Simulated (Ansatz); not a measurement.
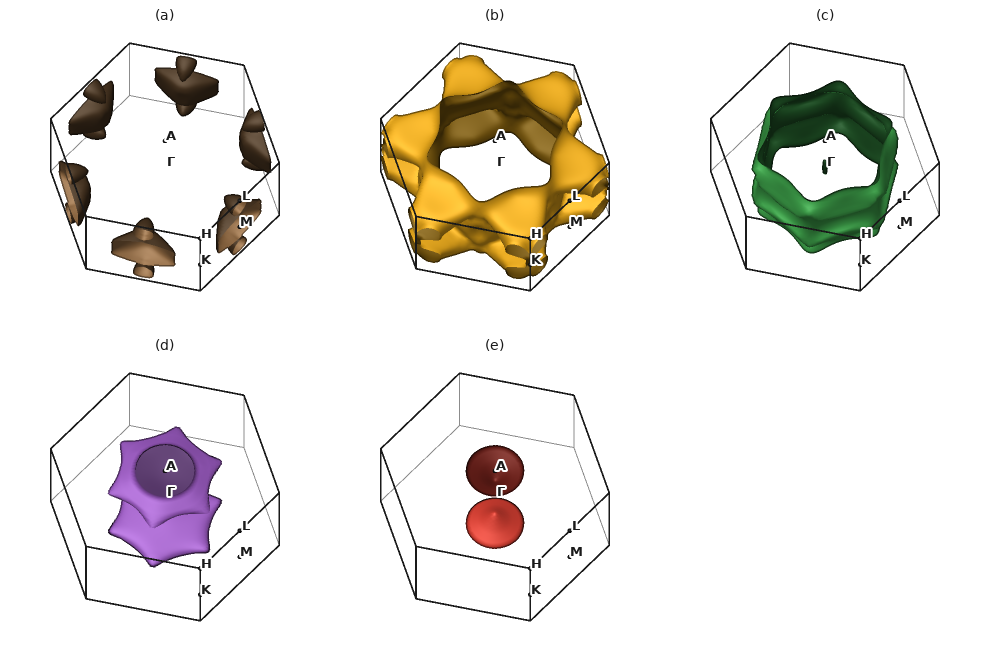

A computed Fermi surface in the first Brillouin zone. Each panel holds one band. The brighter face of a sheet looks towards empty states.

Q: Which lattice has this zone with these labels?

A: Hexagonal.

Q: What do the sheets look like?

A: Panel (a): three hole pockets centred at M (each 1.9 % of the zone) and six hole pockets on the L–M line (each 0.25 % of the zone).
Panel (b): a multiply connected open sheet, with filled and empty regions both running through the repeated zones in all directions (the band is filled at Γ, A and K and empty at H, M and L).
Panel (c): one open electron tube parallel to Γ–A and specks under 0.04 % of the zone, which the mesh doesn't resolve and which may come from the interpolation.
Panel (d): one electron pocket centred at A (6.1 % of the zone).
Panel (e): one electron pocket centred at A (0.91 % of the zone).
A pocket cut by a face of the zone is counted once with the part on the opposite face.

The surface was computed for Rh (P6_3/mmc); other compounds with the same structure and electron count can look alike.

The calculation used DFT LDA, scalar-relativistic, plane waves, PAW; levels and slopes on a dense k mesh at the converged density in Ansatz 0.2.0. No spin polarisation. The levels come from a k mesh of 30×30×16 points. The geometry was not relaxed (residual pressure −20 GPa). Sheets, masses and frequencies are those of this strained cell. The cell comes from a database of computed structures, not from a measurement.

Spin-orbit coupling is left out; with Rh it can split, shift or remove sheets. Necks and pockets thinner than about two mesh steps aren't resolved, so separate pockets may in truth be joined.
